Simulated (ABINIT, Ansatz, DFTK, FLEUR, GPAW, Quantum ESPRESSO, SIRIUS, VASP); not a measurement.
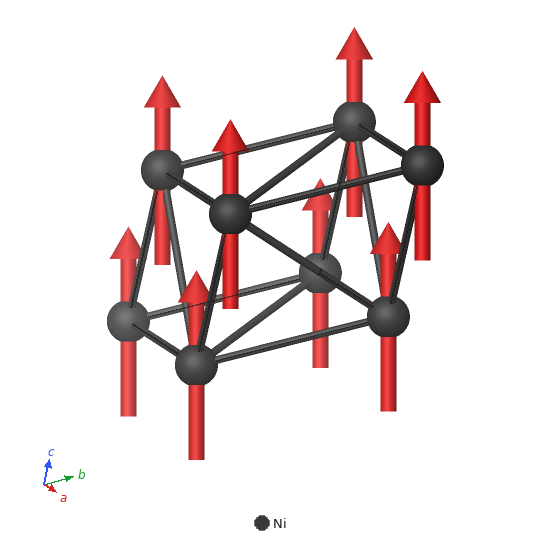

Ni, face-centred cubic (Cu type), space group Fm-3m (No. 225), a = 3.475 Å, b = 3.475 Å, c = 3.475 Å, α = 90.00°, β = 90.00°, γ = 90.00°. The run's cell of 1 atom, with the site moments from FLEUR (all-electron) as arrows (above 0.25 μB; red up, blue down). The cell is a structure listed in the Materials Project.

One fixed geometry in eight programs or potential sets. Alike in all runs: functional PBE; k mesh 13 × 13 × 13 on the run's cell of 1 atom; occupations fermi-dirac, width 0.05 eV; collinear spin, ferromagnetic start; no spin-orbit coupling. All runs are metallic. A dash marks a pressure that wasn't computed or isn't reliable.

```tsv
program	pressure (GPa)	net moment (μB per cell of 1)
FLEUR (all-electron)	-	0.63
SIRIUS (PseudoDojo 0.4.1 standard)	8.3	0.63
GPAW (PAW data 1.2.1)	10.6	0.63
VASP (PBE potentials, release 64 Ni)	7.9	0.62
Ansatz LAPW (all-electron)	8.1	0.63
DFTK (PseudoDojo 0.4.1 standard)	8.1	0.63
ABINIT (JTH PAW PBE v2.0)	8.8	0.63
Quantum ESPRESSO (SSSP 1.3 efficiency)	?	?
```

### Estimate the row of Quantum ESPRESSO (SSSP 1.3 efficiency).

A pressure of 7.7 GPa and a moment of 0.63 μB. The other rows span 7.9 to 10.6 GPa and 0.62 to 0.63 μB.

### Is this cell larger or smaller than the equilibrium cell of this functional?

Smaller: all pressures given are positive (7.7 to 10.6 GPa), so its volume would grow.

Plane-wave pressures hold the error of each finite cutoff. Each run keeps the magnetic state that it reached from a ferromagnetic start.

Notes on single rows: GPAW (PAW data 1.2.1): the stock nickel data set gives pressures a few GPa off other programs.
